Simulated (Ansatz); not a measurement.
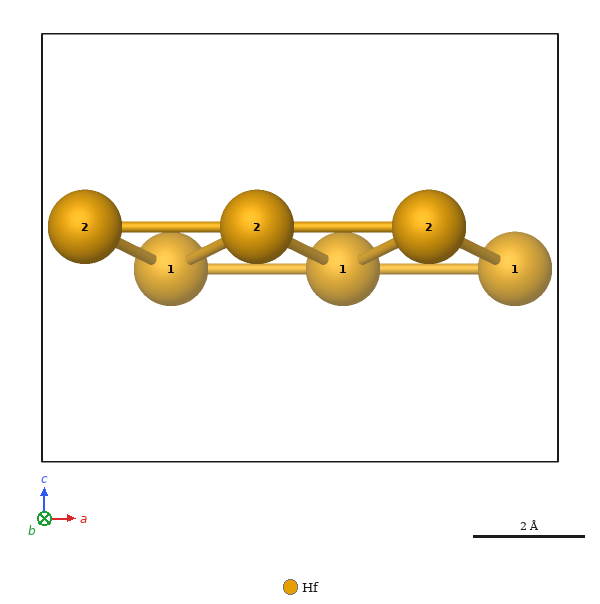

*The input geometry (ball-and-stick view of the 3 × 1 repeat of the cell, with the vacuum cut short, along the b axis; atoms are numbered from 1 in the order of the input).*

Near neighbours in the crystal (not all of them lie inside the picture): Hf has 6 Hf at 3.02 to 3.12 Å.

Geometry relaxation, with input and output: Hf

System: Hf (slab, 2 atoms in the cell).
Method: DFT, LDA, all-electron LAPW, scalar-relativistic, no spin polarisation (Ansatz 0.2.0).

It belongs to a series of runs on one base structure; here: atoms relaxed, LAPW. Figures and captions count atoms from 1; the log counts them from 0 in places.

## Log
```
The last accepted step is kept in [file] (removed where the run ends without a failure and the disk answers)
LAPW: plane waves up to 8.144 Å⁻¹, error target 1.0e-3 eV per atom; small_component_spin mean_spin; Hf in spheres of 1.465 Å, 36 of its electrons in bands, Dirac shells [] (how accurate: hamiltonian.pseudopotentials.lapw.basis_error, Limitations)
Engine: ansatz 0.2.0, aarch64-unknown-linux-gnu
Pseudopotentials: kind: all_electron
Pseudopotential: Hf, LAPW, valence charge 36, lapw/all_electron/scalar/gaussian/Hf, Koelling and Harmon's equation, gaussian nucleus
Functional definition: SPW92
  exchange = slater_x
  correlation = pw_c
Crystal: 2 atoms, lattice volume = 260.496 Å³
Basis set: ecut = 252.72185061652314 eV, 2371 PW (Γ), exchange–correlation at level 2
Bands: 44, of which v1, the nominal top of the filled ones, is band 36 counted from 1 (35 counted from 0)
Symmetry: 4 space group operations
k-points: 35 of 96
Non-local potential: Hf, projectors of the file, none
Initial density: superposition of atomic densities (neutral atoms: chi_scale 0, normalization atom)
Initial wavefunctions: plane waves of lowest kinetic energy (no species holds an atomic orbital)
Functional: x = slater, c = lda
iter 1 solved again at ethr=5.24e-3 eV; its pass at ethr=1.00e-1 eV (dr2=3.77e0 eV) is discarded
SCF iter   1: F=—  HF=-820008.322720 eV  |F-HF|=—  |Δ(HF+E_count)|=         —  Δρ=2.09e-2  dr2=3.78e0  ethr=5.24e-3  p=0.000 e·Å  D=1.44e-15 V/Å  ΔV_dip=-0.00 eV  dr2_dipole=7.29e-28  V_vac-E_F(+/−)=6.04/6.04 eV  ⟨swp⟩=2.0  Hψ=9611  notcnv=0
efield: sawtooth ramp at fractional position 0.9500 (placed from the atoms, in the widest stretch of the axis that holds none; the zero of the levels goes with the place), width 0.1000; the density the first Hamiltonian is built on has a dipole p = 0.000 e·Å; the dipole correction subtracts the counter field D = 2.02e-15 V/Å, which shifts the + side's vacuum level by -0.00 eV against the − side's; the planar-averaged density in the ramp window peaks in size at 9.4e-7 e/Å³
preconditioner: auto → LDOS  [metal: Δε(μ)=0.035 eV  Ē_g=12.020 eV  σ=0.050 eV  W_gap=0.17  n_scr=38 (ndim 8)  ℏωp=13.8 eV  f_vac=0.720  D(μ)=4.19/eV (n_scr^D=22)  β→1.0]
SCF iter   2: F=—  HF=-820007.623197 eV  |F-HF|=—  |Δ(HF+E_count)|=   7.00e-1  Δρ=1.50e-2  dr2=1.03e0  ethr=5.24e-3  p=0.000 e·Å  D=1.54e-10 V/Å  ΔV_dip=-0.00 eV  dr2_dipole=1.24e-17  V_vac-E_F(+/−)=4.57/4.57 eV  ⟨swp⟩=3.0  Hψ=5244  notcnv=0
iter 3 solved again at ethr=7.19e-5 eV; its pass at ethr=1.44e-3 eV (dr2=5.18e-2 eV) is discarded
SCF iter   3: F=—  HF=-820007.298839 eV  |F-HF|=—  |Δ(HF+E_count)|=   3.24e-1  Δρ=2.78e-3  dr2=5.18e-2  ethr=7.19e-5  p=0.000 e·Å  D=5.76e-7 V/Å  ΔV_dip=-0.00 eV  dr2_dipole=2.84e-11  V_vac-E_F(+/−)=4.76/4.76 eV  ⟨swp⟩=2.0  Hψ=7905  notcnv=0
SCF iter   4: F=—  HF=-820007.262076 eV  |F-HF|=—  |Δ(HF+E_count)|=         —  Δρ=1.43e-3  dr2=1.92e-2  ethr=7.19e-5  p=0.000 e·Å  D=2.95e-7 V/Å  ΔV_dip=-0.00 eV  dr2_dipole=8.65e-13  V_vac-E_F(+/−)=4.68/4.68 eV  ⟨swp⟩=2.0  Hψ=4776  notcnv=0
the basis was enlarged: its passes take 450.9 KiB over the memory plan, 1 of 1 planned eigensolver slots
SCF iter   5: F=—  HF=-820007.245602 eV  |F-HF|=—  |Δ(HF+E_count)|=   1.65e-2  Δρ=7.39e-4  dr2=2.74e-3  ethr=2.67e-5  p=0.000 e·Å  D=4.77e-7 V/Å  ΔV_dip=-0.00 eV  dr2_dipole=5.59e-12  V_vac-E_F(+/−)=4.53/4.53 eV  ⟨swp⟩=2.8  Hψ=4672  notcnv=0
SCF iter   6: F=—  HF=-820007.244192 eV  |F-HF|=—  |Δ(HF+E_count)|=   1.41e-3  Δρ=2.26e-4  dr2=2.49e-4  ethr=3.81e-6  p=0.000 e·Å  D=1.83e-7 V/Å  ΔV_dip=-0.00 eV  dr2_dipole=4.19e-13  V_vac-E_F(+/−)=4.47/4.47 eV  ⟨swp⟩=3.0  Hψ=4747  notcnv=0
SCF iter   7: F=—  HF=-820007.244213 eV  |F-HF|=—  |Δ(HF+E_count)|=   2.11e-5  Δρ=6.66e-5  dr2=2.60e-5  ethr=3.46e-7  p=0.000 e·Å  D=1.41e-7 V/Å  ΔV_dip=-0.00 eV  dr2_dipole=1.00e-12  V_vac-E_F(+/−)=4.44/4.44 eV  ⟨swp⟩=3.0  Hψ=4755  notcnv=0
iter 8 did not close the SCF: its close was put off until two iterations running show no level that it waits for move by more than its bar (scf_convergence_deferred on its scf_iter line)
SCF iter   8: F=-820007.244220 eV  HF=-820007.244220 eV  |F-HF|=5.10e-7  |Δ(HF+E_count)|=   6.91e-6  Δρ=1.61e-5  dr2=1.55e-6  ethr=3.61e-8  p=-0.000 e·Å  D=-7.61e-9 V/Å  ΔV_dip=0.00 eV  dr2_dipole=4.05e-13  V_vac-E_F(+/−)=4.44/4.44 eV  ⟨swp⟩=3.0  Hψ=4783  notcnv=0
SCF iter   9: F=-820007.244220 eV  HF=-820007.244220 eV  |F-HF|=7.82e-8  |Δ(HF+E_count)|=   8.18e-7  Δρ=3.80e-6  dr2=3.64e-8  ethr=2.15e-9  p=0.000 e·Å  D=5.25e-8 V/Å  ΔV_dip=-0.00 eV  dr2_dipole=8.02e-13  V_vac-E_F(+/−)=4.43/4.43 eV  ⟨swp⟩=3.0  Hψ=4783  notcnv=0
SCF 1 converged in 9 iterations: F = -820007.244220 eV  dr2 = 3.64e-8
relax step   1: F+E_penalty+E_count = -820007.24422043 eV  Δ(F+E_penalty+E_count) = +0.000e0 eV  max|allowed force component| = 4.070e-3 eV/Å  Δτ_max = 0.0000 Å  (9 SCF iters, dr2 threshold 2.50e-6 eV, accepted)
Initial density: handed on by an earlier stage of this run
Initial wavefunctions: those handed on with the density
iter 1 solved again at ethr=5.10e-11 eV; its pass at ethr=1.00e-1 eV (dr2=3.67e-8 eV) is discarded
SCF iter   1: F=—  HF=-820007.244220 eV  |F-HF|=—  |Δ(HF+E_count)|=         —  Δρ=3.72e-6  dr2=3.66e-8  ethr=5.10e-11  p=0.000 e·Å  D=5.25e-8 V/Å  ΔV_dip=-0.00 eV  dr2_dipole=8.02e-13  V_vac-E_F(+/−)=4.43/4.43 eV  ⟨swp⟩=2.0  Hψ=6469  notcnv=0
efield: sawtooth ramp at fractional position 0.9500 (handed on by an earlier solve), width 0.1000; the density the first Hamiltonian is built on has a dipole p = 0.000 e·Å; the dipole correction subtracts the counter field D = 5.25e-8 V/Å, which shifts the + side's vacuum level by -0.00 eV against the − side's; the planar-averaged density in the ramp window peaks in size at 4.8e-7 e/Å³
preconditioner: auto → LDOS  [metal: Δε(μ)=0.073 eV  Ē_g=12.160 eV  σ=0.050 eV  W_gap=0.32  n_scr=38 (ndim 8)  ℏωp=13.8 eV  f_vac=0.732  D(μ)=3.61/eV (n_scr^D=18)  β→1.0]
iter 2 solved again at ethr=4.22e-12 eV; its pass at ethr=5.09e-11 eV (dr2=3.04e-9 eV) is discarded
SCF iter   2: F=-820007.244220 eV  HF=-820007.244220 eV  |F-HF|=8.03e-9  |Δ(HF+E_count)|=   9.73e-8  Δρ=9.26e-7  dr2=3.04e-9  ethr=4.22e-12  p=-0.000 e·Å  D=-6.51e-8 V/Å  ΔV_dip=0.00 eV  dr2_dipole=1.67e-12  V_vac-E_F(+/−)=4.43/4.43 eV  ⟨swp⟩=2.0  Hψ=7927  notcnv=0
SCF 2 converged in 2 iterations: F = -820007.244220 eV  dr2 = 3.04e-9
relax step   2: F+E_penalty+E_count = -820007.24422044 eV  Δ(F+E_penalty+E_count) = -1.129e-8 eV  max|allowed force component| = 4.028e-3 eV/Å  Δτ_max = 0.0000 Å  (2 SCF iters, accepted)
```

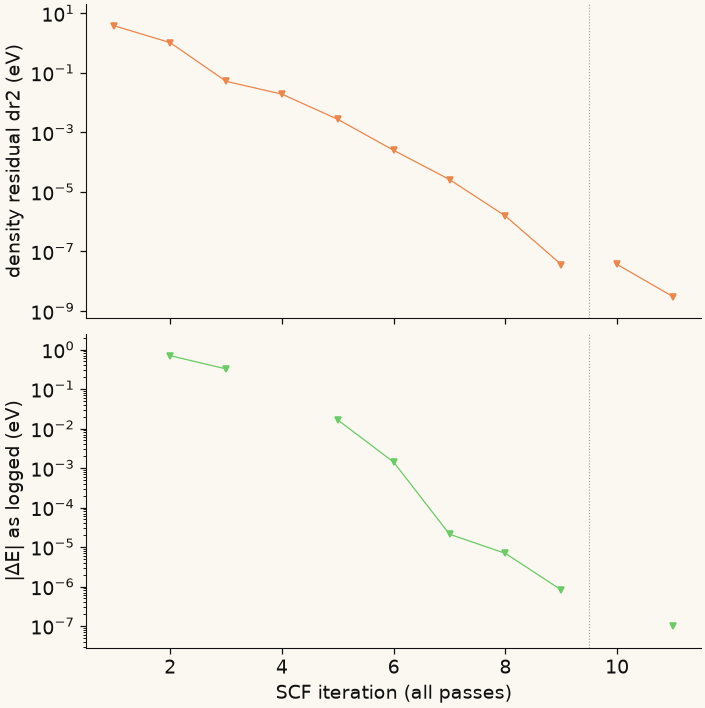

*Convergence of the self-consistent field: density residual dr2 and size of the energy change against the SCF iteration. The dotted lines part the SCF passes of the relaxation: geometry steps, rejected trials and re-solves on a re-selected basis.*

The passes take 9 and 2 iterations.

```
SCF converged after 2 iterations
Free energy (F): -820007.244220 eV
Harris-Foulkes:  -820007.244220 eV  (|F-HF|=8.03e-9)
Internal energy: -820007.211890 eV  (E = F + TS)
E sigma→0 (E₀):  -820007.228055 eV
Entropy (-TS):   -0.032330 eV (-16.165 meV/atom)
Fermi energy:    -0.165326 eV
Dipole field:    D = -0.000000 V/Å  (p = -0.000000 e·Å, saw-weighted, corrected)
Work function:   Φ+ = 4.4324 eV   Φ− = 4.4324 eV
Levels:          The Fermi level and band energies are counted from a zero that moves with the ramp; work functions are not
--- Per-component energies (eV) ---
  E_band       = -5002.902708
  E_kinetic    = 912158.293511
  E_xc         = -16332.024037
  E_efield     = 0.000000  (sawtooth field / dipole correction)
  E_electrostatic = -1715833.481364  (all electrons and nuclei)
  E_smearing   = -0.032330  (= −TS)
  E_closure    = 0.000000  (closes the sum)
  E_atoms      = -819995.551915  (free atoms, spherical and without spin; not in F)
  Σ components = -820007.244220   (vs F -820007.244220, Δ=0.00e0)
  Basis errors (estimates in eV, not in F): energy 4.6e-4 per atom: plane waves 4.1e-4 (2.5e-4 summed), levels above the bands 4.0e-37, relativity 9.1e-9, radial functions 4.6e-5, core shells 1.3e-6; eigenvalues (radial functions only) 3.9e-7; not estimated: angular momenta, meshes, grids; target (lapw.basis_error) 1.0e-3; muffin-tin radii Hf 1.465 Å
--- Forces (eV/Å), atoms counted from 1 ---
  atom   1  Hf     0.00000000     0.00000000     0.00402828
  atom   2  Hf    -0.00000000     0.00000000    -0.00402811
  max |Σ_I F_I| component: 1.70e-7 eV/Å
--- Stress (GPa, compression-positive) ---
       -3.685594       0.000000      -0.000000
        0.000000      -3.707944       0.000000
       -0.000000       0.000000      -0.001291
  P = ⅓ Tr σ = -2.4649 GPa (-24.649 kbar)
--- Band table (eV; the first three rows and the last of 35) ---
  k-point 0: bands = ["-201.4016", "-201.4016", "-201.3823", "-201.3823", "-201.3662", "-201.3662", "-201.3657", "-201.3657", "-201.3587", "-201.3587", "-62.2889", "-62.2151", "-31.2355", "-31.0446", "-30.9987", "-30.7175", "-30.4773", "-30.4230", "-12.3274", "-12.3235", "-12.2980", "-12.2932", "-12.2928", "-12.2908", "-12.2885", "-12.2724", "-12.2677", "-12.2637", "-12.2567", "-12.2532", "-12.2265", "-12.1988", "-5.3260", "-2.5515", "-0.2066", "-0.0237", "0.0770", "1.2084", "1.3407", "1.8749", "1.9543", "3.2943", "3.7331", "3.8692"]
  k-point 1: bands = ["-201.4016", "-201.4016", "-201.3823", "-201.3823", "-201.3662", "-201.3662", "-201.3657", "-201.3657", "-201.3587", "-201.3587", "-62.2861", "-62.2180", "-31.2225", "-31.0262", "-31.0061", "-30.7086", "-30.4867", "-30.4496", "-12.3283", "-12.3247", "-12.2991", "-12.2939", "-12.2932", "-12.2914", "-12.2867", "-12.2692", "-12.2670", "-12.2667", "-12.2545", "-12.2505", "-12.2285", "-12.1999", "-5.1862", "-2.5378", "-0.3389", "-0.2778", "0.4558", "1.1028", "1.4293", "1.7421", "1.7943", "3.3714", "3.7665", "3.8303"]
  k-point 2: bands = ["-201.4016", "-201.4016", "-201.3823", "-201.3823", "-201.3662", "-201.3662", "-201.3657", "-201.3657", "-201.3587", "-201.3587", "-62.2782", "-62.2260", "-31.1889", "-31.0276", "-30.9700", "-30.6830", "-30.5246", "-30.5132", "-12.3302", "-12.3273", "-12.3005", "-12.2954", "-12.2941", "-12.2932", "-12.2816", "-12.2686", "-12.2657", "-12.2624", "-12.2580", "-12.2399", "-12.2338", "-12.2033", "-4.7825", "-2.5713", "-0.5848", "-0.4293", "0.7335", "0.8380", "1.4135", "1.5226", "1.6859", "3.5261", "3.5994", "4.1045"]
  k-point 34: bands = ["-201.4016", "-201.4016", "-201.3823", "-201.3823", "-201.3662", "-201.3662", "-201.3657", "-201.3657", "-201.3587", "-201.3587", "-62.2275", "-62.2275", "-31.2624", "-31.2624", "-30.9716", "-30.9716", "-30.5945", "-30.5945", "-12.3237", "-12.3237", "-12.3048", "-12.3048", "-12.2878", "-12.2878", "-12.2661", "-12.2661", "-12.2595", "-12.2595", "-12.2560", "-12.2559", "-12.2289", "-12.2289", "-2.2435", "-2.2435", "-0.5143", "-0.5143", "1.5384", "1.5384", "1.7565", "1.7565", "2.9986", "2.9986", "4.5392", "4.5392"]
--- Relaxed structure (2 steps of the walk, 2 accepted, 0 SCFs on fresh bases) ---
  F+E_penalty+E_count = -820007.24422044 eV   max|allowed force component| = 4.028e-3 eV/Å
  atoms:
    - { symbol: Hf, position: [0.75, 0.75, 0.4774358356] }
    - { symbol: Hf, position: [0.24999999999999997, 0.24999999999999997, 0.5225641644] }
```

## Trajectory as extended XYZ (Å, eV, eV/Å), 2 frames, from step=1 to step=2
```
2
Lattice="3.1190 0.0000 0.0000 0.0000 4.9418 0.0000 0.0000 0.0000 16.9004" Properties=species:S:1:pos:R:3:forces:R:3 step=1 energy=-820007.24422
Hf    2.3393    3.7064    8.0689    0.0000   0.0000   0.0041
Hf    0.7798    1.2355    8.8315    0.0000   0.0000  -0.0041
2
Lattice="3.1190 0.0000 0.0000 0.0000 4.9418 0.0000 0.0000 0.0000 16.9004" Properties=species:S:1:pos:R:3:forces:R:3 step=2 energy=-820007.24422
Hf    2.3393    3.7064    8.0689    0.0000   0.0000   0.0040
Hf    0.7798    1.2355    8.8315    0.0000   0.0000  -0.0040
```

This output came from the following input.

## Input file
```yaml
crystal:
  lattice:
    - [3.1190139515, 0.0, 0.0]
    - [0.0, 4.9418267774, 0.0]
    - [0.0, 0.0, 16.9004]
  atoms:
    - { symbol: Hf, position: [0.75, 0.75, 0.4774358356] }
    - { symbol: Hf, position: [0.25, 0.25, 0.5225641644] }
kpoints:
  mp_grid: { grid: [12, 8, 1] }
scf:
  occupations: { method: fermi_dirac, width: 0.05 }
hamiltonian:
  xc: lda
  pseudopotentials: { kind: all_electron, lapw: { basis_error: 0.001 } }
output:
  forces: true
  stress: true
  eigenvalues: true
relax:
  f_tol: 0.01
  max_steps: 12
efield:
  axis: 3
  amplitude: 0
  dipole_correction: true
```

Launch command:
```bash
ansatz run input.yaml --threads 1 --pin off --max-ram 3584MiB --backend cpu --events-out ev --progress --plain --runs-dir out
```

## Summary

| quantity | value |
| --- | --- |
| outcome | converged |
| electrons in bands (core shells apart) | 72 |
| free energy | −820007.2442 eV |
| Fermi energy | −0.165 eV |
| final volume | 260.50 Å³ |
| largest force (length of the vector) at the end | 0.004 eV/Å |
| hardware | 1 thread of Arm Neoverse V2, 24 GiB of memory available, shared host |
| wall time | 3.1 min |
| peak memory | 0.6 GiB |

Spin–orbit coupling is left out, which matters for Hf.
